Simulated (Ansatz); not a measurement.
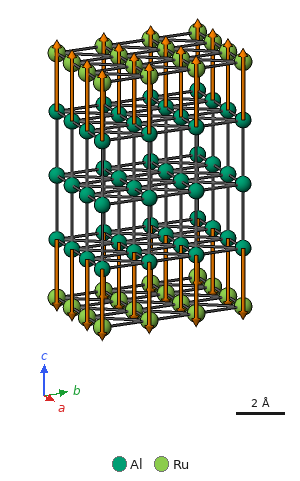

A relaxation of crystalline Al₃Ru (a generated structure, set up in P6/mmm). The starting structure is drawn; orange arrows show the displacements (the part carried along by the change of the cell is left out), 100 times their true length.

Style: ball-and-stick. Shown: the cell of the calculation, repeated 3 × 3 × 1 with one cell outlined, slightly off an axis.

Theory: DFT PBE, scalar-relativistic, plane waves, PAW (Ansatz 0.2.0). Set-up: plane-wave cutoff 420 eV; k-point mesh 18 × 18 × 6; occupations gaussian; smearing width 0.1 eV; no spin polarisation; cell and atoms relaxed; force threshold 0.01 eV/Å; at most 80 steps.

Question: Atoms of which element are displaced furthest, and by how much?

Answer: Aluminium: up to 0.031 Å, against 0.000 Å for ruthenium.

Question: Describe the change and its energy.

Answer: Over 3 accepted moves (4 points after the start) the energy falls by 3.3 meV per atom. The largest force component goes from 0.11 to 0.0016 eV/Å. The pressure goes from 0.12 to −0.02 GPa. The SCF was repeated once at an unchanged geometry on a basis and grid sized afresh for the cell, which shifted the energy by less than 0.05 meV per atom at most. The largest moves relative to the cell, 0.031 Å, are those of Al atoms. Ru stays in place. The drawn cell changes as follows: a = b 2.738 → 2.720 Å (−0.7 %), c 10.481 → 10.689 Å (+2.0 %); the volume changes by +0.7 %. Among the contacts that change: Al–Al 2.742 → 2.828 Å, Al–Ru 2.498 → 2.517 Å, Al–Al 2.738 → 2.720 Å, Ru–Ru 2.738 → 2.720 Å. The space group stays P6/mmm (No. 191). Cost: 44 s on 1 thread of Arm Neoverse V2 (shared host), peak memory 0.45 GiB.
